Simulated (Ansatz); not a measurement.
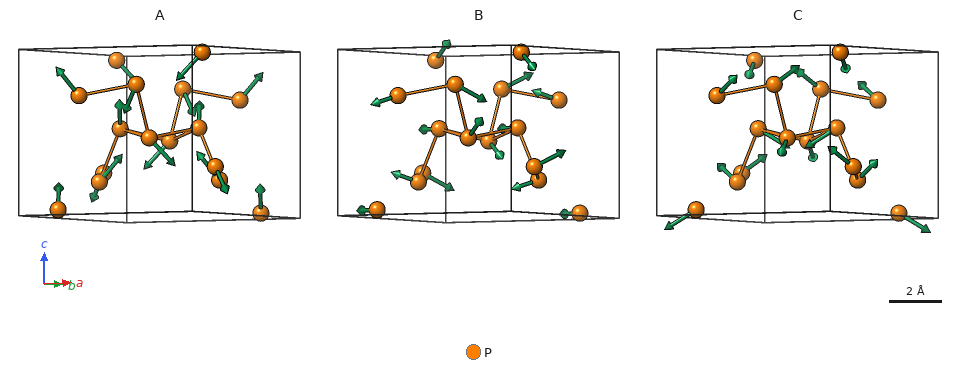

Modes of a crystal of P (a generated structure), space group I-42d (No. 122), at the zone centre (one member of each degenerate set). The green arrows are the displacements of the atoms (eigenvector over the root of the mass), of arbitrary overall length and sign. The picture is a ball-and-stick view of the conventional cell (2 times the calculation's cell), seen from a free direction. Lengths and directions refer to the drawn axes.

The calculation used DFT PBE, scalar-relativistic, plane waves, PAW (Ansatz 0.2.0).

Frequencies are those without the non-analytic (LO–TO) term.

### Give the symmetry species and the selection rules of each.

A is A₂, silent by symmetry (neither infrared- nor Raman-active) (211 cm⁻¹). B is E, infrared- and Raman-active by symmetry (389 cm⁻¹). C is B₁, Raman-active by symmetry (191 cm⁻¹).
